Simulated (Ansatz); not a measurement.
**Two runs on TaN**

System: TaN (C222₁, 4 atoms in the cell).
Method of run 1: DFT PBEsol, scalar-relativistic, plane waves, PAW, PAW set soft_1, no spin polarisation (Ansatz 0.2.0).

The structure derives from an entry of the Crystallography Open Database. Text and figures count atoms from 1; the logs count them from 0 in places.

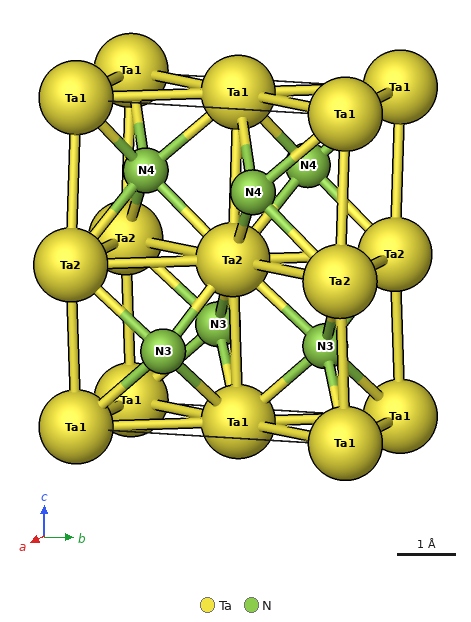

Figure 1. The structure as given in the input (ball-and-stick view of the cell 2 times as large as that of the calculation, set on its symmetry axes, seen slightly off an axis; atoms are numbered from 1 in the order of the input). An atom can appear more than once, as a periodic image.

### Input, run 1
```yaml
crystal:
  lattice:
    - [2.8891806446, 0.0, 0.0]
    - [-1.4445903223, 2.5021038344, 0.0]
    - [0.0, 0.0, 5.8600190937]
  atoms:
    - { symbol: Ta, position: [-0.0491488825, 0.0, 0.0] }
    - { symbol: Ta, position: [0.0491488825, 0.0, 0.5] }
    - { symbol: "N", position: [0.3333333333, 0.6666666667, 0.25] }
    - { symbol: "N", position: [0.6666666667, 0.3333333333, 0.75] }
basis:
  ecutwfc: 520.0
kpoints:
  mp_grid: { grid: [15, 15, 8] }
hamiltonian:
  xc: pbesol
  pseudopotentials: { kind: paw, azcp: { folder: soft_1 } }
scf:
  occupations: { method: gaussian, width: 0.15 }
output:
  forces: true
  stress: true
  eigenvalues: true
```

Launched with:
```bash
ansatz run input.yaml --threads 2 --pin off --max-ram 4096MiB --backend cpu --events-out ev --progress --plain --runs-dir out
```

Hardware: 2 threads of Arm Neoverse N1, 98 GiB of memory available, shared host.

### Output, shortened to warnings, some set-up lines, iterations and results (run 1)
```
Warning: [file] the record states the generating functional pbe (its physics header spells it `PBE`), which answers neither for hamiltonian.xc's functional nor for the pbesol family's — results may be inconsistent (PPs are generated against a specific XC)
Warning: [file] the record states the generating functional pbe (its physics header spells it `PBE`), which answers neither for hamiltonian.xc's functional nor for the pbesol family's — results may be inconsistent (PPs are generated against a specific XC)
Basis set: ecut = 520 eV, 1125 PW (Γ), exchange–correlation on 48×48×90 points (8 copies of the dense FFT grid, shifted against one another)
Symmetry: 4 space group operations
k-points: 320 of 1800 (time reversal used)
Initial density: superposition of atomic densities (chi_scale 0.1, normalization cell, long waves kept (reshape's long-wave potential 0.00 eV rms))
[...]
SCF iter   1: F=—  HF=-20376.051641 eV  |F-HF|=—  |Δ(HF+E_count)|=         —  Δρ=4.27e-2  dr2=4.65e-1  ethr=3.10e-3  ⟨swp⟩=4.9  Hψ=29728  notcnv=0
SCF iter   2: F=—  HF=-20376.019577 eV  |F-HF|=—  |Δ(HF+E_count)|=   3.21e-2  Δρ=2.62e-2  dr2=1.46e-1  ethr=1.29e-3  ⟨swp⟩=1.0  Hψ=9602  notcnv=0
SCF iter   3: F=—  HF=-20376.007643 eV  |F-HF|=—  |Δ(HF+E_count)|=   1.19e-2  Δρ=7.27e-3  dr2=2.38e-2  ethr=4.05e-4  ⟨swp⟩=1.3  Hψ=8051  notcnv=0
SCF iter   4: F=—  HF=-20376.002705 eV  |F-HF|=—  |Δ(HF+E_count)|=   4.94e-3  Δρ=1.68e-3  dr2=1.26e-3  ethr=6.62e-5  ⟨swp⟩=2.0  Hψ=10092  notcnv=0
SCF iter   5: F=—  HF=-20376.002501 eV  |F-HF|=—  |Δ(HF+E_count)|=   2.04e-4  Δρ=2.52e-4  dr2=2.19e-5  ethr=3.50e-6  ⟨swp⟩=2.4  Hψ=9860  notcnv=0
SCF iter   6: F=—  HF=-20376.002502 eV  |F-HF|=—  |Δ(HF+E_count)|=   1.21e-6  Δρ=5.04e-5  dr2=1.20e-6  ethr=6.09e-8  ⟨swp⟩=2.0  Hψ=9924  notcnv=0
SCF iter   7: F=-20376.002502 eV  HF=-20376.002502 eV  |F-HF|=1.38e-8  |Δ(HF+E_count)|=   1.54e-7  Δρ=7.83e-6  dr2=2.51e-8  ethr=2.78e-10  ⟨swp⟩=6.3  Hψ=31632  notcnv=0
SCF 1 converged in 7 iterations: F = -20376.002502 eV  dr2 = 2.51e-8
SCF converged after 7 iterations
Free energy (F): -20376.002502 eV
Harris-Foulkes:  -20376.002502 eV  (|F-HF|=1.38e-8)
Internal energy: -20375.988562 eV  (E = F + TS)
E sigma→0 (E₀):  -20375.995532 eV
Entropy (-TS):   -0.013940 eV (-3.485 meV/atom)
Fermi energy:    20.389848 eV
--- Per-component energies (eV) ---
  E_band       = -96.533908
  E_kinetic    = 1050.236903
  E_local      = -1156.349405  (includes V_loc(G=0)·N_el)
  E_nonlocal   = 53.262865
  E_hartree    = 414.077021
  E_xc         = -758.743643
  E_vxc        = -621.317535  (∫ρ·V_xc dr)
  E_paw        = -16609.273090  (= ΣΔE_a)
  E_vpaw       = -250.520143  (= ΣTr[D̂ρ^β])
  E_aug_tail   = 0.000012  (compensation charges beyond the density's cutoff)
  E_ewald      = -3369.682848
  E_core_change = 0.483623  (= ΣΔE_core)
  E_smearing   = -0.013940  (= −TS)
  E_closure    = -0.000000  (closes the sum)
  Σ components = -20376.002502   (vs F -20376.002502, Δ=0.00e0)
--- Forces (eV/Å), atoms counted from 1 ---
  atom   1  Ta     2.00227037     0.00000000    -0.00000000
  atom   2  Ta    -2.00227037     0.00000000     0.00000000
  atom   3  N     -0.00000000    -0.12307807     0.00000000
  atom   4  N     -0.00000000     0.12307807    -0.00000000
  max |Σ_I F_I| component: 1.67e-16 eV/Å
--- Stress (GPa, compression-positive) ---
        3.197379       0.000000      -0.000000
        0.000000       1.557972      -0.000000
       -0.000000      -0.000000       5.150824
  P = ⅓ Tr σ = 3.3021 GPa (33.021 kbar)
```

For run 2 the input was changed thus:
```diff
-basis:
-  ecutwfc: 520.0
-  xc: pbesol
+  xc: rpbe
```

Predict how the results change.

The total energies belong to different methods, so their difference says nothing on which is more stable or more accurate. The pressure goes from 3.30 to 17.95 GPa. The functional changes from PBEsol to RPBE. The number of SCF iterations is the same. The plane waves at Γ go from 1125 to 799.

### Output, shortened to warnings, some set-up lines, iterations and results (run 2)
```
Basis set: ecut = 420 eV, 799 PW (Γ), exchange–correlation on 40×40×80 points (8 copies of the dense FFT grid, shifted against one another)
Symmetry: 4 space group operations
k-points: 320 of 1800 (time reversal used)
Initial density: superposition of atomic densities (chi_scale 0.1, normalization cell, long waves kept (reshape's long-wave potential 0.00 eV rms))
[...]
SCF iter   1: F=—  HF=-20665.787145 eV  |F-HF|=—  |Δ(HF+E_count)|=         —  Δρ=4.76e-2  dr2=7.12e-1  ethr=3.10e-3  ⟨swp⟩=4.9  Hψ=29180  notcnv=0
SCF iter   2: F=—  HF=-20665.735594 eV  |F-HF|=—  |Δ(HF+E_count)|=   5.16e-2  Δρ=2.77e-2  dr2=1.59e-1  ethr=1.98e-3  ⟨swp⟩=2.0  Hψ=10787  notcnv=0
SCF iter   3: F=—  HF=-20665.744516 eV  |F-HF|=—  |Δ(HF+E_count)|=   8.92e-3  Δρ=9.99e-3  dr2=3.28e-2  ethr=4.43e-4  ⟨swp⟩=1.0  Hψ=7040  notcnv=0
SCF iter   4: F=—  HF=-20665.744183 eV  |F-HF|=—  |Δ(HF+E_count)|=   3.33e-4  Δρ=1.78e-3  dr2=1.34e-3  ethr=9.10e-5  ⟨swp⟩=2.1  Hψ=10004  notcnv=0
SCF iter   5: F=—  HF=-20665.744383 eV  |F-HF|=—  |Δ(HF+E_count)|=   2.00e-4  Δρ=3.33e-4  dr2=4.37e-5  ethr=3.72e-6  ⟨swp⟩=2.2  Hψ=10009  notcnv=0
SCF iter   6: F=—  HF=-20665.744372 eV  |F-HF|=—  |Δ(HF+E_count)|=   1.10e-5  Δρ=6.26e-5  dr2=1.61e-6  ethr=1.21e-7  ⟨swp⟩=2.0  Hψ=10036  notcnv=0
SCF iter   7: F=-20665.744372 eV  HF=-20665.744372 eV  |F-HF|=3.15e-8  |Δ(HF+E_count)|=   1.55e-7  Δρ=1.20e-5  dr2=6.37e-8  ethr=2.78e-10  ⟨swp⟩=3.4  Hψ=30936  notcnv=0
SCF 1 converged in 7 iterations: F = -20665.744372 eV  dr2 = 6.37e-8
SCF converged after 7 iterations
Free energy (F): -20665.744372 eV
Harris-Foulkes:  -20665.744372 eV  (|F-HF|=3.15e-8)
Internal energy: -20665.730544 eV  (E = F + TS)
E sigma→0 (E₀):  -20665.737458 eV
Entropy (-TS):   -0.013828 eV (-3.457 meV/atom)
Fermi energy:    20.681760 eV
--- Per-component energies (eV) ---
  E_band       = -88.660570
  E_kinetic    = 1052.664298
  E_local      = -1151.311670  (includes V_loc(G=0)·N_el)
  E_nonlocal   = 45.681611
  E_hartree    = 415.644306
  E_xc         = -766.090009
  E_vxc        = -622.553286  (∫ρ·V_xc dr)
  E_paw        = -16892.545873  (= ΣΔE_a)
  E_vpaw       = -244.431394  (= ΣTr[D̂ρ^β])
  E_aug_tail   = 0.001912  (compensation charges beyond the density's cutoff)
  E_ewald      = -3369.682848
  E_core_change = -0.092270  (= ΣΔE_core)
  E_smearing   = -0.013828  (= −TS)
  E_closure    = 0.000000  (closes the sum)
  Σ components = -20665.744372   (vs F -20665.744372, Δ=0.00e0)
--- Forces (eV/Å), atoms counted from 1 ---
  atom   1  Ta     2.01786755     0.00000000    -0.00000000
  atom   2  Ta    -2.01786755     0.00000000     0.00000000
  atom   3  N     -0.00000000    -0.12866519     0.00000000
  atom   4  N     -0.00000000     0.12866519    -0.00000000
  max |Σ_I F_I| component: 1.67e-16 eV/Å
--- Stress (GPa, compression-positive) ---
       17.141766       0.000000      -0.000000
        0.000000      15.544064      -0.000000
       -0.000000      -0.000000      21.168071
  P = ⅓ Tr σ = 17.9513 GPa (179.513 kbar)
```

### The two runs side by side

```tsv
quantity	run 1	run 2
outcome	converged	converged
free energy per atom (eV)	−5094.0006	−5166.4361
energy per atom, smearing taken to zero (eV)	−5093.9989	−5166.4344
gap on the mesh (eV)	0.00	0.00
pressure (GPa)	3.30	17.95
largest force (eV/Å)	2.002	2.018
SCF iterations	7	7
irreducible k-points	320	320
plane waves at Γ	1125	799
wall time (shared host)	29 s	23 s
```

For both runs: Spin–orbit coupling is left out, which matters for Ta. For run 1: Warnings: the PAW datasets were made with another functional. For run 2: The cell is under a pressure of 18.0 GPa at this level, so it is not at its equilibrium volume.
